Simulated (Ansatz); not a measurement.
# SiNi: what the electrons do

Space group Pnma; spin-polarised.

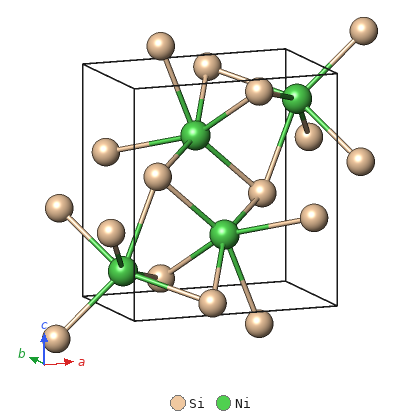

The conventional cell.

```xyz
8
Lattice="5.1731 0.0000 0.0000 0.0000 3.3381 0.0000 0.0000 0.0000 5.6049" Properties=species:S:1:pos:R:3 pbc="T T T"
Si    1.6620    2.5036    0.4624
Si    0.9245    0.8345    3.2649
Si    4.2486    2.5036    2.3400
Si    3.5111    0.8345    5.1425
Ni    0.0403    0.8345    1.0510
Ni    2.5463    2.5036    3.8535
Ni    2.6268    0.8345    1.7514
Ni    5.1328    2.5036    4.5539
```

These are results of DFT PBE, scalar-relativistic, plane waves, PAW in Ansatz 0.2.0, not measurements.

Core electrons are frozen (PAW), so the maps are meaningful between the atoms, not at the nuclei.

### 1. Bonding charge

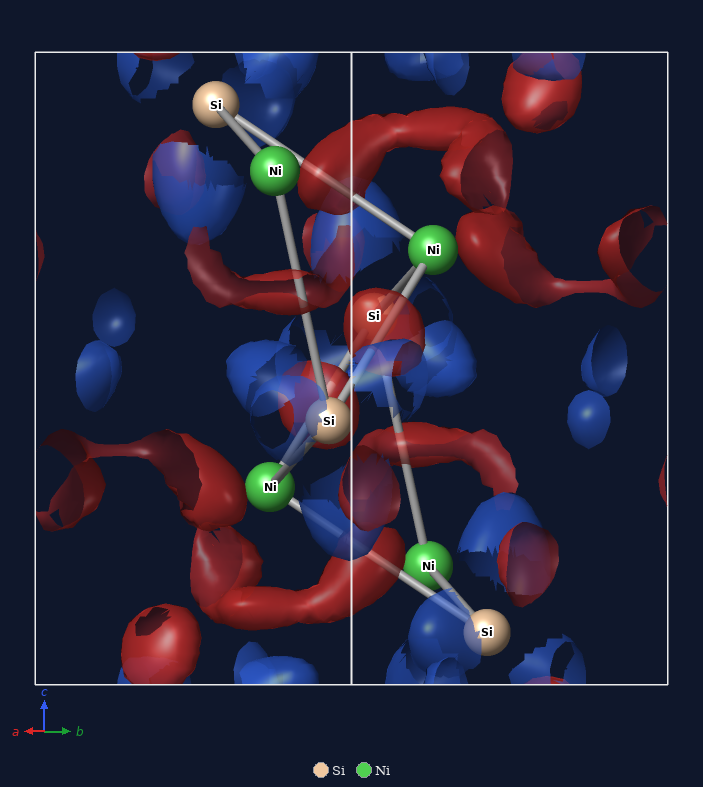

*Bonding charge density, ρ(crystal) − Σ ρ(neutral atoms): red surfaces at +0.05 and blue ones at −0.05 e/Å³, in the conventional cell seen along [110] (the regions close to the nuclei are left out). Cores are masked to 0.8 Å (Si) and 0.8 Å (Ni).*

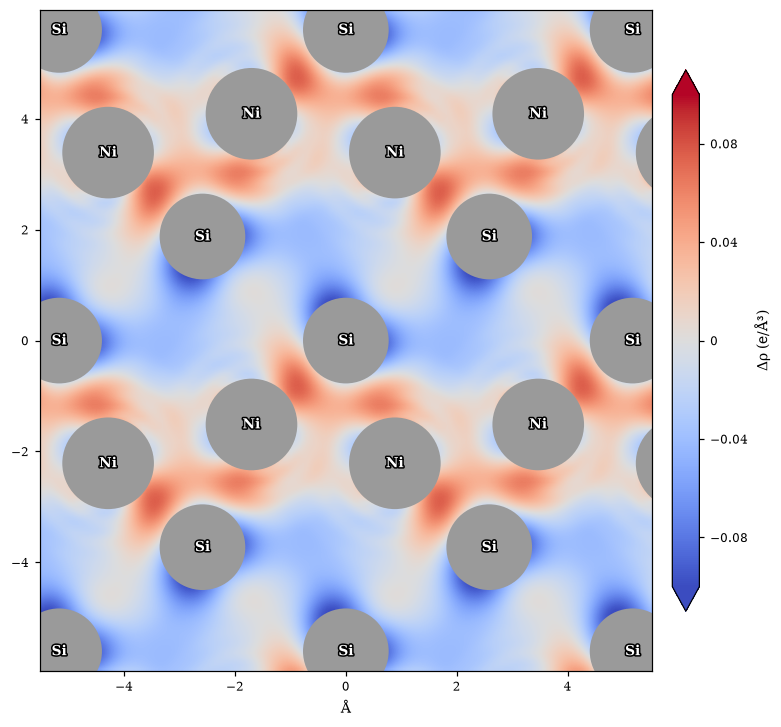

The same field as a map on the (010) plane of the conventional cell, with grey discs over the atomic cores.

> Describe the bonding charge.

Ni–Si (2.28 Å): Δρ is +0.07 e/Å³ at the midpoint. Si–Si (2.66 Å): Δρ is +0.02 e/Å³ at the midpoint (this contact isn't in the plane drawn). Ni–Ni (2.68 Å): Δρ is +0.014 e/Å³ at the midpoint. Over the whole cell, outside the masked cores, the largest gain, 0.08 e/Å³, lies 1.1 Å from a nickel nucleus and 1.2 Å from a silicon one, and the largest loss lies at the edge of the masked core of Si. The rearranged charge, half the integral of |Δρ|, is about 0.16 e an atom. Bader charges: Si +0.46 and Ni −0.46 e. Among metals such charges hang on how the charge between the atoms is shared out.

### 2. States by energy

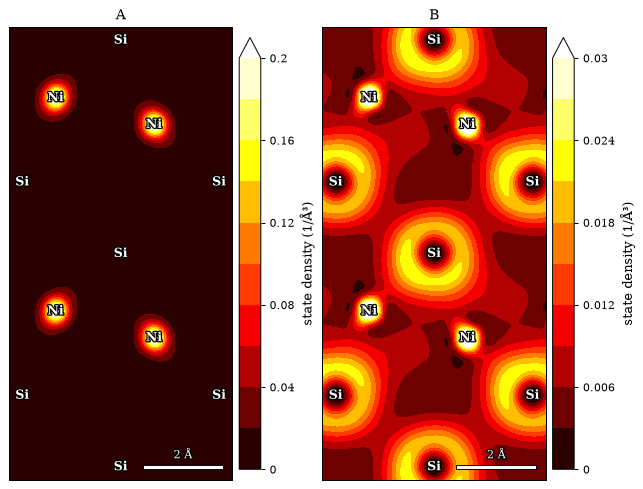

SiNi: densities of the states in two energy windows, on the (010) plane of the conventional cell.

> The windows, about the Fermi level, are −13.1 to −7.3 eV and −6.8 to −4.5 eV. Which panel shows which?

Panel A: −6.8 to −4.5 eV, the lower third of the occupied valence band, mainly Si 3p (45 %) and Ni 3d (35 %).
Panel B: −13.1 to −7.3 eV, a separate group of bands, mainly Si 3s (55 %), Si 3p (20 %) and Ni 4s (15 %).
The characters are Löwdin shares on a minimal set of atomic orbitals. At the bottom of an sp band the diffuse p orbitals of such a set take a share of s-like charge between the atoms, so the p share there is overstated.

### 3. Another level of theory

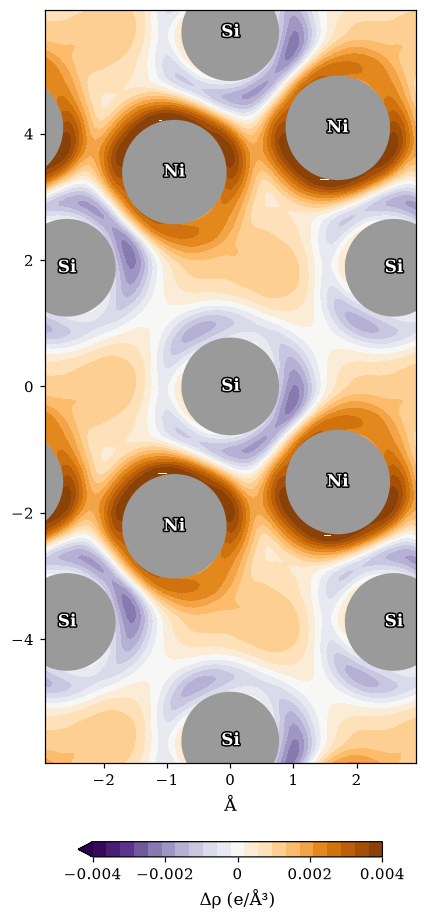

SiNi: difference of two self-consistent densities at the same geometry, ρ(PBEsol) − ρ(PBE), on the (010) plane of the conventional cell. Grey discs cover the cores, where the PAW densities can't be compared. Cores are masked to 0.8 Å (Si) and 0.8 Å (Ni).

Both runs: Ansatz, scalar-relativistic, plane waves and PAW, same cutoff, k-points and PAW files (made with PBE).

> What differs between the two levels of theory?

Against PBE, and outside the masked cores, the largest gain lies at the edge of the masked core of Ni, and the largest loss, 0.002 e/Å³, lies 1.0 Å from a silicon nucleus and 1.5 Å from a nickel one. Bader charges are Si +0.46 and Ni −0.46 e with PBE and Si +0.50 and Ni −0.50 e with PBEsol. Among metals such charges hang on how the charge between the atoms is shared out. At this volume the pressure is 2 GPa with PBE and −4 GPa with PBEsol.

### 4. Change of volume

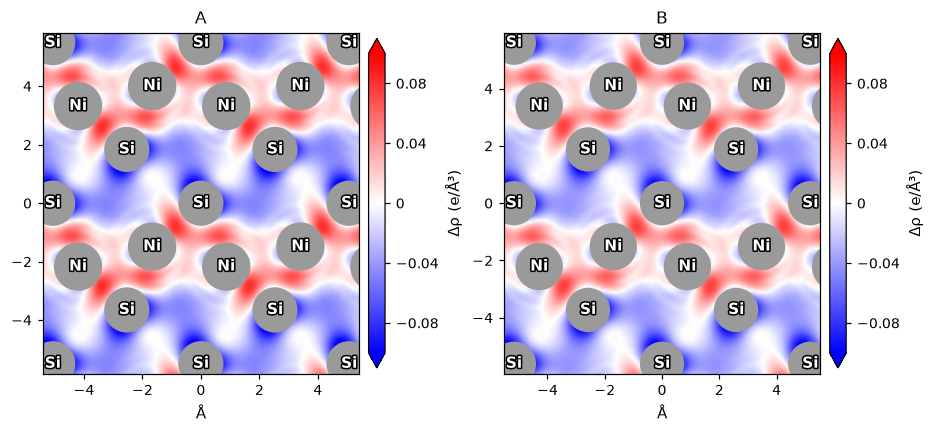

SiNi: deformation density on the (010) plane of the conventional cell at two volumes, with the same fractional coordinates and one colour scale. Grey discs cover the cores. Panel A has 94 % of the volume of panel B.

> What changes between the database cell and the scaled one?

From B to A, Ni–Si goes from 2.28 to 2.23 Å, and Δρ at its midpoint from +0.07 to +0.08 e/Å³.
From B to A, Ni–Ni goes from 2.68 to 2.62 Å, and Δρ at its midpoint from +0.014 to +0.017 e/Å³.
The pressure is 2 GPa in B and 15 GPa in A.
The rearranged charge is 0.16 e an atom in B and 0.16 e in A.

### 5. Moving an atom

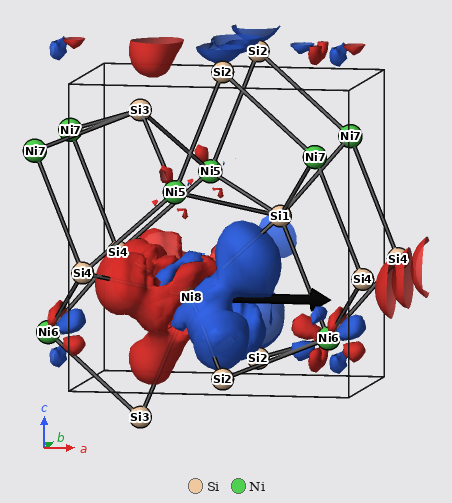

Ni8 was moved by 0.05 Å along [1 0 0] in the axes of the cell drawn (arrow, not to scale). Change of the density less the rigid motion of the neutral atom's own density: blue surfaces at +0.003 and red ones at −0.003 e/Å³, in the cell of the calculation (origin moved) seen slightly off an axis.

> How do the electrons respond beyond following the atom?

About 0.05 e is rearranged in the cell. Outside the cores the largest gain, 0.012 e/Å³, lies 1.1 Å from a silicon nucleus and 1.1 Å from a nickel one, and the largest loss, 0.007 e/Å³, lies 1.2 Å from a silicon nucleus and 1.3 Å from a nickel one.

> What restoring force does the calculation give for this move?

The force on it changes by 0.59 eV/Å along the move, against it: a stiffness of about 12 eV/Å² for this sublattice shift.

### 6. Putting it together

The two pressures give a mean stiffness −ΔP/Δln V of about 211 GPa over this range, with the atoms held at their fractional positions.

Run times: 61 s (base cell), 45 s (state densities), 52 s (PBEsol), 57 s (scaled cell) and 83 s (moved atom), on 2 threads of Intel(R) Xeon(R) 6975P-C (Granite Rapids), on a shared host.
